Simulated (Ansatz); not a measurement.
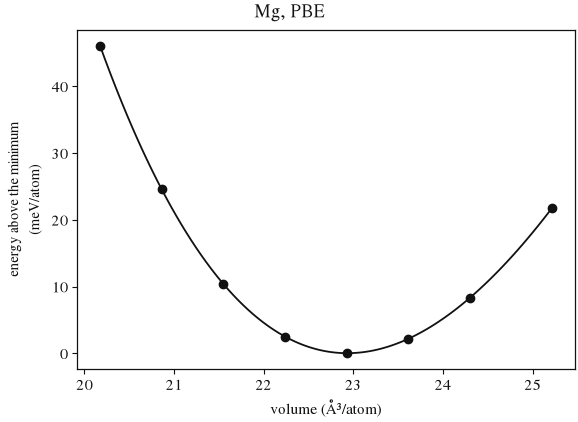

The figure shows the energy above the minimum against volume for Mg, space group P6_3/mmc (No. 194).

The given structure:
```cif
data_structure
_symmetry_space_group_name_H-M 'P 1'
_symmetry_Int_Tables_number 1
_cell_length_a 3.2101
_cell_length_b 3.2101
_cell_length_c 5.1379
_cell_angle_alpha 90.000
_cell_angle_beta 90.000
_cell_angle_gamma 120.000
_cell_volume 45.85
loop_
_atom_site_label
_atom_site_type_symbol
_atom_site_fract_x
_atom_site_fract_y
_atom_site_fract_z
_atom_site_occupancy
Mg1 Mg 0.33333 0.66667 0.25000 1
Mg2 Mg 0.66667 0.33333 0.75000 1
```

How it was computed, with Ansatz 0.2.0: third-order Birch-Murnaghan fit to density functional energies at scaled volumes of the given relaxed cell, shape and atoms relaxed at each volume; energies count from the fitted minimum; plane waves with PAW datasets, Γ-centred k mesh. Level: PBE, no spin polarisation.

```json
{"setting": "wave cutoff", "value": "420 eV"}
{"setting": "k mesh", "value": "15×15×8"}
{"setting": "occupations", "value": "Gaussian"}
{"setting": "smearing width", "value": "0.1 eV"}
```

From this curve and the settings, what does the calculation give for the pressure at the same points?

The pressure falls from 5.97 GPa at volume 20.174 Å³/atom to −2.81 GPa at 25.218 Å³/atom, and changes sign near 22.94 Å³/atom.

```json
{"volume (Å³/atom)": "20.174", "pressure (GPa)": "5.97"}
{"volume (Å³/atom)": "20.862", "pressure (GPa)": "4.13"}
{"volume (Å³/atom)": "21.550", "pressure (GPa)": "2.55"}
{"volume (Å³/atom)": "22.238", "pressure (GPa)": "1.19"}
{"volume (Å³/atom)": "22.925", "pressure (GPa)": "0.02"}
{"volume (Å³/atom)": "23.613", "pressure (GPa)": "-0.98"}
{"volume (Å³/atom)": "24.301", "pressure (GPa)": "-1.84"}
{"volume (Å³/atom)": "25.218", "pressure (GPa)": "-2.81"}
```
